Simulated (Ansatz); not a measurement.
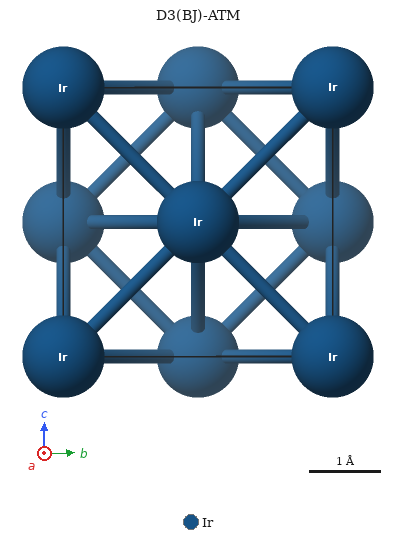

Crystalline Ir (set up in P-1), relaxed (cell and atoms) with several dispersion corrections. The picture shows the result with D3(BJ)-ATM. The picture is a ball-and-stick view of the larger cell on standard axes (4 times the calculation's cell), seen along the a axis.

Computed with Ansatz 0.2.0: r2SCAN, Ansatz PAW. (plane-wave cutoff 500 eV; k-point mesh 12 × 13 × 11; occupations fermi-dirac; smearing width 0.05 eV; no spin polarisation; cell and atoms relaxed; force threshold 0.01 eV/Å)

| dispersion correction | volume (Å³/atom) | a (Å) | b (Å) | c (Å) |
| --- | --- | --- | --- | --- |
| rVV10 | ? | ? | ? | ? |
| D3(BJ)-ATM | 14.144 | 3.841 | 3.839 | 3.837 |
| none | 14.206 | 3.847 | 3.845 | 3.842 |
| D3(BJ) | 14.059 | 3.833 | 3.832 | 3.829 |
| D4 | 14.107 | 3.838 | 3.836 | 3.833 |

Question: Estimate the missing row from the others, and compare with the calculation.

Answer: With rVV10 the volume falls between D3(BJ) (14.059) and D4 (14.107). The calculation gives 14.084 Å³/atom (a = 3.836 Å, b = 3.834 Å, c = 3.831 Å). In order of volume: D3(BJ) < rVV10 < D4 < D3(BJ)-ATM < none; the spread is 1.0 %.

Each member starts from this one structure; whether another phase lies lower wasn't checked.
